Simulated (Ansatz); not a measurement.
## Run report: Ru, geometry relaxation (part 1 of 2)

The run: geometry relaxation of Ru (P-1, 2 atoms in the cell). Method and program: DFT PBEsol, scalar-relativistic, plane waves, PAW, no spin polarisation (Ansatz 0.2.0).

The structure derives from an entry of the Crystallography Open Database. It belongs to a series of runs on one base structure; here: atom 1 moved 0.15 A; relaxed back. Figures and captions count atoms from 1; the log counts them from 0 in places.

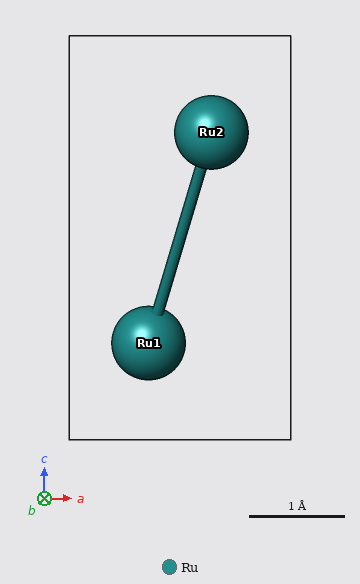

*The structure as given in the input (ball-and-stick view of the cell of the calculation, along the b axis; atoms are numbered from 1 in the order of the input).*

Near neighbours in the crystal (not all of them lie inside the picture): Ru has 12 Ru at 2.51 to 2.77 Å.

## Input
```yaml
crystal:
  lattice:
    - [2.6895239998, 0.0, 0.0]
    - [-1.3447619999, 2.3291961079, 0.0]
    - [0.0, 0.0, 4.2519209521]
  atoms:
    - { symbol: Ru, position: [0.3578773476, 0.6850920249, 0.2392661783] }
    - { symbol: Ru, position: [0.6421226524, 0.3149079751, 0.7607338217] }
basis:
  ecutwfc: 420
kpoints:
  mp_grid: { grid: [12, 12, 8] }
hamiltonian:
  xc: pbesol
scf:
  occupations: { method: gaussian, width: 0.15 }
output:
  forces: true
  stress: true
  eigenvalues: true
relax:
  adjacent_minimum: "off"
  f_tol: 0.01
  max_steps: 80
  cell: { stress_tol: 0.1 }
```

Run as:
```bash
ansatz run input.yaml --threads 1 --pin off --max-ram 2560MiB --backend cpu --events-out ev --progress --plain --runs-dir out
```

## Output
```
Engine: ansatz 0.2.0, x86_64-unknown-linux-gnu
Pseudopotentials: kind: paw
Pseudopotential: Ru, paw, valence charge 16, recommended cutoff 420 eV (normal), Ru.paw.azcp
Functional definition: PBEsol
  exchange = pbesol_x
  correlation = pbesol_c
Crystal: 2 atoms, lattice volume = 26.636 Å³
Basis set: ecut = 420 eV, 537 PW (Γ), exchange–correlation on 36×36×60 points (8 copies of the dense FFT grid, shifted against one another)
Bands: 20, of which v1, the nominal top of the filled ones, is band 16 counted from 1 (15 counted from 0)
Symmetry: 2 space group operations
Space group: P-1 (ITA 2), of the structure as read, at distance tolerance 3.0e-5 Å
k-points: 580 of 1152
Non-local potential: Ru, projectors of the file, l = 0: 3, l = 1: 2, l = 2: 2, l = 3: 1
PAW form: soft (Blöchl's): semilocal exchange-correlation on the pseudo side does not see the compensation charge
PAW frozen core: Ru, regenerated for the run's functional, and the local potential with it (the file was generated under x = pbe(κ = 0.804, μ = 0.2195149727645171), c = pbe(β = 0.06672455060314922))
PAW one-centre angular grid: Ru, 590 points (default); XC on 64 Gauss nodes
Initial density: superposition of atomic densities (neutral atoms: chi_scale 0, normalization atom), corrected by the library's trained network
Initial wavefunctions: pseudopotential atomic-orbital guess
Functional: x = pbesol(κ = 0.804, μ = 0.12345679012345678), c = pbesol(β = 0.046)
SCF iter   1: F=—  HF=-11632.919897 eV  |F-HF|=—  |Δ(HF+E_count)|=         —  Δρ=1.09e-2  dr2=1.95e-2  ethr=1.77e-3  ⟨swp⟩=5.0  Hψ=45439  notcnv=0
preconditioner: auto → none  [metal: Δε(μ)=0.002 eV  Ē_g=6.039 eV  σ=0.150 eV  W_gap=0.01  n_scr=8 (ndim 8)  ℏωp=28.8 eV  f_vac=0.000  D(μ)=1.50/eV (n_scr^D=22)  sad-step TF]
SCF iter   2: F=—  HF=-11632.916654 eV  |F-HF|=—  |Δ(HF+E_count)|=   3.24e-3  Δρ=5.64e-3  dr2=4.87e-3  ethr=6.10e-5  ⟨swp⟩=2.6  Hψ=20693  notcnv=0
SCF iter   3: F=—  HF=-11632.915742 eV  |F-HF|=—  |Δ(HF+E_count)|=   9.12e-4  Δρ=3.93e-4  dr2=1.84e-5  ethr=1.52e-5  ⟨swp⟩=2.0  Hψ=16169  notcnv=0
SCF iter   4: F=—  HF=-11632.915779 eV  |F-HF|=—  |Δ(HF+E_count)|=   3.75e-5  Δρ=2.30e-4  dr2=3.73e-5  ethr=5.74e-8  ⟨swp⟩=2.0  Hψ=20951  notcnv=0
SCF iter   5: F=—  HF=-11632.915770 eV  |F-HF|=—  |Δ(HF+E_count)|=   9.21e-6  Δρ=6.74e-5  dr2=2.23e-6  ethr=5.74e-8  ⟨swp⟩=2.0  Hψ=16555  notcnv=0
SCF iter   6: F=-11632.915769 eV  HF=-11632.915769 eV  |F-HF|=8.32e-9  |Δ(HF+E_count)|=   6.05e-7  Δρ=9.30e-6  dr2=1.36e-8  ethr=3.13e-10  ⟨swp⟩=3.3  Hψ=49614  notcnv=0
SCF 1 converged in 6 iterations: F = -11632.915769 eV  dr2 = 1.36e-8
  greatest PAW one-centre occupation: 0.998 electrons in one spin orbital (limit 2), on the Ru atom at site 1 (counted from 0), in its partial waves of l = 0
relax step   1: F+E_penalty+E_count = -11632.91576920 eV  Δ(F+E_penalty+E_count) = +0.000e0 eV  max|allowed force component| = 1.269e0 eV/Å  Δτ_max = 0.0000 Å  P = +2.357 GPa  Ω = 26.636 Å³  (6 SCF iters, dr2 threshold 1.00e-7 eV, accepted)
Crystal: 2 atoms, lattice volume = 26.464 Å³
Basis set: ecut = 420 eV, 533 PW (Γ), exchange–correlation on 36×36×60 points (8 copies of the dense FFT grid, shifted against one another)
Initial density: handed on by an earlier stage of this run
Initial wavefunctions: those handed on with the density
iter 1 solved again at ethr=2.61e-4 eV; its pass at ethr=3.10e-3 eV (dr2=8.35e-2 eV) is discarded
SCF iter   1: F=—  HF=-11633.008949 eV  |F-HF|=—  |Δ(HF+E_count)|=         —  Δρ=2.08e-2  dr2=8.40e-2  ethr=2.61e-4  ⟨swp⟩=1.0  Hψ=59617  notcnv=0
preconditioner: auto → none  [metal: Δε(μ)=0.005 eV  Ē_g=6.061 eV  σ=0.150 eV  W_gap=0.02  n_scr=8 (ndim 8)  ℏωp=28.9 eV  f_vac=0.000  D(μ)=1.42/eV (n_scr^D=22)]
SCF iter   2: F=—  HF=-11632.982805 eV  |F-HF|=—  |Δ(HF+E_count)|=   2.61e-2  Δρ=9.08e-3  dr2=9.72e-3  ethr=2.61e-4  ⟨swp⟩=2.0  Hψ=18562  notcnv=0
SCF iter   3: F=—  HF=-11632.981761 eV  |F-HF|=—  |Δ(HF+E_count)|=   1.04e-3  Δρ=4.25e-3  dr2=3.66e-3  ethr=3.04e-5  ⟨swp⟩=2.0  Hψ=16276  notcnv=0
SCF iter   4: F=—  HF=-11632.981084 eV  |F-HF|=—  |Δ(HF+E_count)|=   6.78e-4  Δρ=1.57e-3  dr2=3.10e-4  ethr=1.14e-5  ⟨swp⟩=2.0  Hψ=16220  notcnv=0
SCF iter   5: F=—  HF=-11632.981045 eV  |F-HF|=—  |Δ(HF+E_count)|=   3.86e-5  Δρ=2.73e-4  dr2=5.49e-6  ethr=9.70e-7  ⟨swp⟩=2.0  Hψ=15913  notcnv=0
SCF iter   6: F=—  HF=-11632.981024 eV  |F-HF|=—  |Δ(HF+E_count)|=   2.10e-5  Δρ=3.55e-5  dr2=8.42e-8  ethr=6.25e-10  ⟨swp⟩=3.8  Hψ=56978  notcnv=0
SCF iter   7: F=-11632.981024 eV  HF=-11632.981024 eV  |F-HF|=1.56e-10  |Δ(HF+E_count)|=   9.32e-9  Δρ=6.01e-6  dr2=2.11e-9  ethr=2.63e-10  ⟨swp⟩=2.1  Hψ=39098  notcnv=0
SCF 2 converged in 7 iterations: F = -11632.981024 eV  dr2 = 2.11e-9
relax step   2: F+E_penalty+E_count = -11632.98102415 eV  Δ(F+E_penalty+E_count) = -6.525e-2 eV  max|allowed force component| = 6.150e-1 eV/Å  Δτ_max = 0.1159 Å  P = +2.979 GPa  Ω = 26.464 Å³  energy of the carried Pulay correction = +5.040e-5 eV  (7 SCF iters, dr2 threshold 2.00e-7 eV, accepted)
Crystal: 2 atoms, lattice volume = 26.798 Å³
iter 1 solved again at ethr=4.33e-5 eV; its pass at ethr=3.10e-3 eV (dr2=1.38e-2 eV) is discarded
SCF iter   1: F=—  HF=-11633.031477 eV  |F-HF|=—  |Δ(HF+E_count)|=         —  Δρ=8.81e-3  dr2=1.38e-2  ethr=4.33e-5  ⟨swp⟩=2.0  Hψ=60222  notcnv=0
preconditioner: auto → none  [metal: Δε(μ)=0.001 eV  Ē_g=5.950 eV  σ=0.150 eV  W_gap=0.00  n_scr=8 (ndim 8)  ℏωp=28.7 eV  f_vac=0.000  D(μ)=1.46/eV (n_scr^D=22)]
SCF iter   2: F=—  HF=-11633.026890 eV  |F-HF|=—  |Δ(HF+E_count)|=   4.59e-3  Δρ=3.82e-3  dr2=1.23e-3  ethr=4.31e-5  ⟨swp⟩=2.0  Hψ=16270  notcnv=0
SCF iter   3: F=—  HF=-11633.026723 eV  |F-HF|=—  |Δ(HF+E_count)|=   1.67e-4  Δρ=1.14e-3  dr2=9.58e-5  ethr=3.85e-6  ⟨swp⟩=1.0  Hψ=11600  notcnv=0
SCF iter   4: F=—  HF=-11633.026691 eV  |F-HF|=—  |Δ(HF+E_count)|=   3.15e-5  Δρ=7.91e-5  dr2=3.70e-7  ethr=2.99e-7  ⟨swp⟩=1.0  Hψ=11600  notcnv=0
iter 5 did not close the SCF: its close was put off for the readings that it lacked (scf_convergence_deferred on its scf_iter line)
SCF iter   5: F=-11633.026692 eV  HF=-11633.026692 eV  |F-HF|=1.22e-8  |Δ(HF+E_count)|=   1.99e-7  Δρ=1.35e-5  dr2=2.09e-8  ethr=1.16e-9  ⟨swp⟩=2.6  Hψ=20900  notcnv=0
SCF iter   6: F=-11633.026692 eV  HF=-11633.026692 eV  |F-HF|=1.36e-8  |Δ(HF+E_count)|=   1.32e-9  Δρ=4.88e-6  dr2=1.53e-8  ethr=6.53e-11  ⟨swp⟩=2.0  Hψ=40498  notcnv=0
the search or the solves at the SCF's close seem to have found levels that the self-consistency loop had missed (the run counts 1). By its estimate they hold under 1e-12 electrons; where the run keeps them, the occupations were computed again with them
SCF 3 converged in 6 iterations: F = -11633.026692 eV  dr2 = 1.53e-8
relax step   3: F+E_penalty+E_count = -11633.02669156 eV  Δ(F+E_penalty+E_count) = -4.567e-2 eV  max|allowed force component| = 3.065e-3 eV/Å  Δτ_max = 0.0465 Å  P = -2.091 GPa  Ω = 26.798 Å³  energy of the carried Pulay correction = -4.730e-5 eV  (6 SCF iters, dr2 threshold 2.00e-7 eV, accepted)
Crystal: 2 atoms, lattice volume = 26.639 Å³
iter 1 solved again at ethr=1.34e-7 eV; its pass at ethr=3.10e-3 eV (dr2=4.28e-5 eV) is discarded
SCF iter   1: F=—  HF=-11633.027929 eV  |F-HF|=—  |Δ(HF+E_count)|=         —  Δρ=4.94e-4  dr2=4.54e-5  ethr=1.34e-7  ⟨swp⟩=2.8  Hψ=60808  notcnv=0
preconditioner: auto → none  [metal: Δε(μ)=0.006 eV  Ē_g=5.998 eV  σ=0.150 eV  W_gap=0.02  n_scr=8 (ndim 8)  ℏωp=28.8 eV  f_vac=0.000  D(μ)=1.45/eV (n_scr^D=22)]
SCF iter   2: F=—  HF=-11633.027893 eV  |F-HF|=—  |Δ(HF+E_count)|=   3.57e-5  Δρ=2.15e-4  dr2=4.24e-6  ethr=1.34e-7  ⟨swp⟩=2.0  Hψ=16058  notcnv=0
SCF iter   3: F=—  HF=-11633.027894 eV  |F-HF|=—  |Δ(HF+E_count)|=   4.18e-7  Δρ=5.62e-5  dr2=3.47e-7  ethr=1.33e-8  ⟨swp⟩=1.4  Hψ=13783  notcnv=0
iter 4 did not close the SCF: its close was put off for the readings that it lacked (scf_convergence_deferred on its scf_iter line)
SCF iter   4: F=-11633.027894 eV  HF=-11633.027894 eV  |F-HF|=5.80e-10  |Δ(HF+E_count)|=   7.44e-8  Δρ=5.04e-6  dr2=1.68e-9  ethr=1.08e-9  ⟨swp⟩=2.5  Hψ=18352  notcnv=0
iter 5 did not close the SCF: its close was put off for the readings that it lacked (scf_convergence_deferred on its scf_iter line)
SCF iter   5: F=-11633.027894 eV  HF=-11633.027894 eV  |F-HF|=3.13e-10  |Δ(HF+E_count)|=  9.86e-10  Δρ=1.20e-6  dr2=4.23e-10  ethr=5.25e-12  ⟨swp⟩=2.0  Hψ=19293  notcnv=0
SCF iter   6: F=-11633.027894 eV  HF=-11633.027894 eV  |F-HF|=2.18e-10  |Δ(HF+E_count)|=  1.09e-11  Δρ=5.94e-7  dr2=2.45e-10  ethr=1.32e-12  ⟨swp⟩=1.1  Hψ=32134  notcnv=0
SCF 4 converged in 6 iterations: F = -11633.027894 eV  dr2 = 2.45e-10
relax step   4: F+E_penalty+E_count = -11633.02789397 eV  Δ(F+E_penalty+E_count) = -1.202e-3 eV  max|allowed force component| = 2.453e-4 eV/Å  Δτ_max = 0.0004 Å  P = -0.053 GPa  Ω = 26.639 Å³  energy of the carried Pulay correction = -1.009e-6 eV  (6 SCF iters, dr2 threshold 2.00e-7 eV, accepted)
Crystal: 2 atoms, lattice volume = 26.635 Å³
iter 1 solved again at ethr=1.87e-9 eV; its pass at ethr=3.10e-3 eV (dr2=5.98e-7 eV) is discarded
SCF iter   1: F=—  HF=-11633.027928 eV  |F-HF|=—  |Δ(HF+E_count)|=         —  Δρ=3.38e-5  dr2=1.79e-7  ethr=1.87e-9  ⟨swp⟩=3.2  Hψ=61276  notcnv=0
preconditioner: auto → none  [metal: Δε(μ)=0.005 eV  Ē_g=5.998 eV  σ=0.150 eV  W_gap=0.02  n_scr=8 (ndim 8)  ℏωp=28.8 eV  f_vac=0.000  D(μ)=1.45/eV (n_scr^D=22)]
iter 2 did not close the SCF: its close was put off for the readings that it lacked (scf_convergence_deferred on its scf_iter line)
SCF iter   2: F=-11633.027901 eV  HF=-11633.027901 eV  |F-HF|=2.44e-9  |Δ(HF+E_count)|=   2.73e-5  Δρ=1.47e-5  dr2=2.21e-8  ethr=5.60e-10  ⟨swp⟩=2.1  Hψ=16156  notcnv=0
iter 3 did not close the SCF: its close was put off for the readings that it lacked (scf_convergence_deferred on its scf_iter line)
SCF iter   3: F=-11633.027901 eV  HF=-11633.027901 eV  |F-HF|=6.18e-11  |Δ(HF+E_count)|=   1.45e-9  Δρ=2.97e-6  dr2=9.37e-10  ethr=6.92e-11  ⟨swp⟩=1.5  Hψ=14400  notcnv=0
iter 4 did not close the SCF: its close was put off for the readings that it lacked (scf_convergence_deferred on its scf_iter line)
SCF iter   4: F=-11633.027901 eV  HF=-11633.027901 eV  |F-HF|=0.00e0  |Δ(HF+E_count)|=  8.37e-11  Δρ=5.25e-7  dr2=1.94e-11  ethr=2.93e-12  ⟨swp⟩=2.1  Hψ=16520  notcnv=0
iter 5 did not close the SCF: its close was put off for the readings that it lacked (scf_convergence_deferred on its scf_iter line)
SCF iter   5: F=-11633.027901 eV  HF=-11633.027901 eV  |F-HF|=0.00e0  |Δ(HF+E_count)|=  7.28e-12  Δρ=1.09e-7  dr2=1.61e-12  ethr=1.00e-12  ⟨swp⟩=1.0  Hψ=11601  notcnv=0
SCF iter   6: F=-11633.027901 eV  HF=-11633.027901 eV  |F-HF|=0.00e0  |Δ(HF+E_count)|=  3.64e-12  Δρ=2.69e-8  dr2=3.17e-13  ethr=1.00e-12  ⟨swp⟩=1.4  Hψ=25791  notcnv=0
SCF 5 converged in 6 iterations: F = -11633.027901 eV  dr2 = 3.17e-13
```
